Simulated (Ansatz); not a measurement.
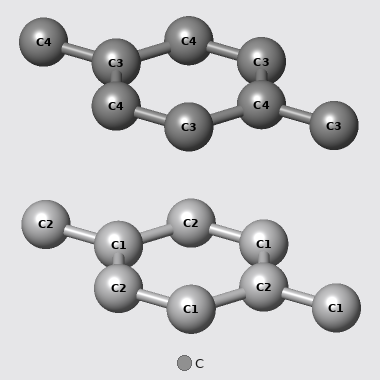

Four computed energy maps of cells of C. The picture above is the structure of the first map (first grid point; the lower layer is drawn fainter).

Map 1

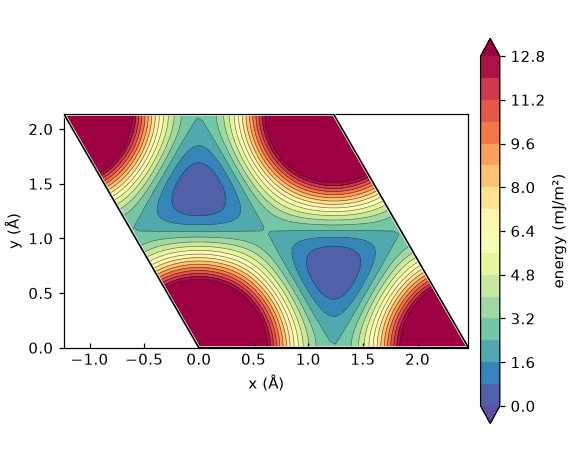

A bilayer of two C sheets (4 atoms in the cell). The upper layer of a bilayer is slid over the lower one; relaxed at each slide: nothing; the origin of the map has C3 above C1; the distance between the facing planes is held at 3.61 Å. Places are given modulo a cell vector. The map is drawn in real space over the plane of the slide. The grid has 6 × 6 points; 7 points were computed and 29 follow by symmetry. All energies are given in mJ/m² relative to the lowest grid point. At a held distance the lowest stacking need not be the one that binds best once the distance relaxes. The calculation used DFT PBE+D3(BJ), scalar-relativistic, plane waves, PAW in Ansatz. Settings: cutoff 420 eV, k-mesh 15×15×1, gaussian smearing 0.1 eV, no spin polarisation.

The picture shows filled contours, the outline of one cell of the plane, one colour for all values above the top of the scale. Between grid points the surface is interpolated.

Map 2

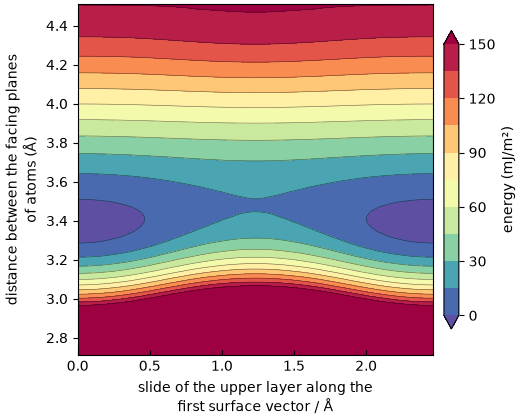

A bilayer of two C sheets, the upper one turned by 180 degrees about the normal (4 atoms in the cell). The upper layer of a bilayer is slid along a line and lifted, both layers rigid. Coordinates scanned: (1) slide of the upper layer along the first surface vector, from C3 above C1; (2) distance between the facing planes of atoms. Grid: 6 × 6 points; 24 points were computed and 12 follow by symmetry. Points are written as (first, second). Energies are in mJ/m², from the lowest grid point. Level of theory: DFT PBE+D3(BJ), scalar-relativistic, plane waves, PAW (Ansatz). Settings: cutoff 420 eV, k-mesh 15×15×1, gaussian smearing 0.1 eV, no spin polarisation.

The picture shows filled contours, one colour for all values above the top of the scale. Between grid points the surface is interpolated.

Map 3

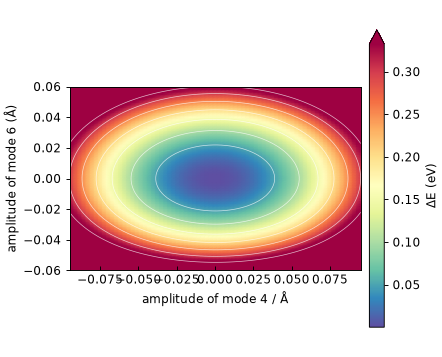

C (R-3m, No. 166; 2 atoms in the cell). The energy is mapped over two normal modes frozen in (zone-centre modes of the 2-atom cell of this scan). Coordinates scanned: (1) amplitude of mode 4 (866 cm⁻¹), largest displacement; (2) amplitude of mode 6 (1564 cm⁻¹), largest displacement. Nothing is relaxed (the cell and all other modes fixed). The scan uses a 9 × 9 grid. Points are written as (first, second). Energies are in eV per cell, from the lowest grid point. This map comes from DFT PBE+D3(BJ), scalar-relativistic, plane waves, PAW in Ansatz. Settings: cutoff 520 eV, k-mesh 15×15×15, gaussian smearing 0.05 eV, no spin polarisation.

The picture shows a smooth colour map with a few white contour lines, one colour for all values above the top of the scale. Between grid points the surface is interpolated.

Map 4

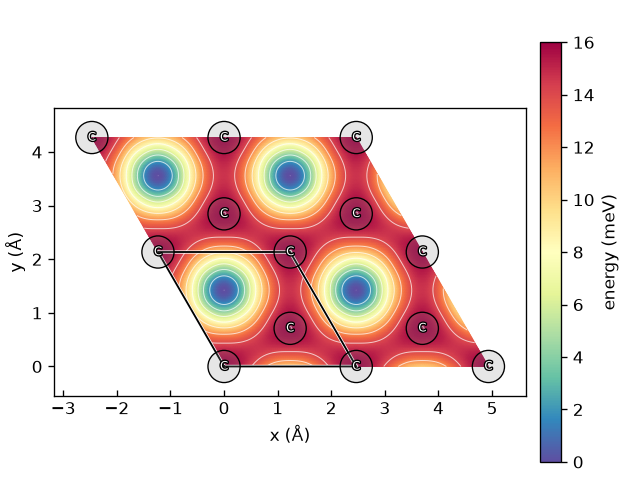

CO on a two-dimensional sheet of C (8 atoms of substrate and one adsorbate in a 2 × 2 cell). 
- CO is moved over the surface cell; relaxed at each place: the height of the adsorbate's atoms; substrate rigid; the origin of the map has the adsorbate above C1.
- Places are given modulo a cell vector. The map is drawn in real space over the plane of the surface.
- The scan uses a 6 × 6 grid; 7 points were computed and 29 follow by symmetry.
- Places are given in fractions of the 1 × 1 surface cell.
- Energies: meV, counted from the lowest grid point.
- Level of theory: Ansatz, DFT PBE+D3(BJ), scalar-relativistic, plane waves, PAW. Settings: cutoff 420 eV, k-mesh 6×6×1, gaussian smearing 0.1 eV, no spin polarisation.

In the figure: a smooth colour map with a few white contour lines, labelled circles for the atoms of the top layer, the outline of one cell of the 2 × 2 shown. Between grid points the surface is interpolated.

> What does each map show?

Map 1: The lowest grid point is at (2/6, 4/6) of the cell vectors; the map holds 2 wells of about this depth. No other kind of well shows on this grid. The highest grid point, (0/6, 0/6) of the cell vectors, lies 25.2 mJ/m² above the lowest. On the interpolated surface the easiest way out of the lowest well to a well of about the same depth near (4/6, 2/6) of the cell vectors passes a barrier of about 2.4 mJ/m². Facing atoms of the upper layer at the lowest point: C above a hollow, C above C; at the highest: C above C.
Map 2: The lowest grid point is at (0.00 Å, 3.51 Å). The bottom of the well lies between grid points, at about (0.00 Å, 3.40 Å), about 6.6 mJ/m² lower on the interpolated surface. No other kind of well shows on this grid. The highest grid point, (1.23 Å, 2.71 Å), lies 807 mJ/m² above the lowest. On the interpolated surface the easiest way out of the lowest well to its copy in the next cell or period passes a barrier of about 21 mJ/m², counted from the interpolated bottom of the well. Round the minimum the two coordinates are nearly uncoupled.
Map 3: The lowest grid point is at (0.000 Å, 0.000 Å). No other kind of well shows on this grid. The highest grid point, (−0.095 Å, −0.060 Å), lies 0.694 eV above the lowest.
Map 4: The lowest grid point is at a sixfold hollow, (2/6, 4/6) of the cell vectors. It is the only kind of minimum in the scanned range. The highest grid point, the top site over a surface C atom, (0/6, 0/6) of the cell vectors, lies 16.0 meV above the lowest. On the interpolated surface the easiest way out of the lowest well to its copy in the next cell or period passes a barrier of about 15 meV.

PAW datasets: the set soft_1.
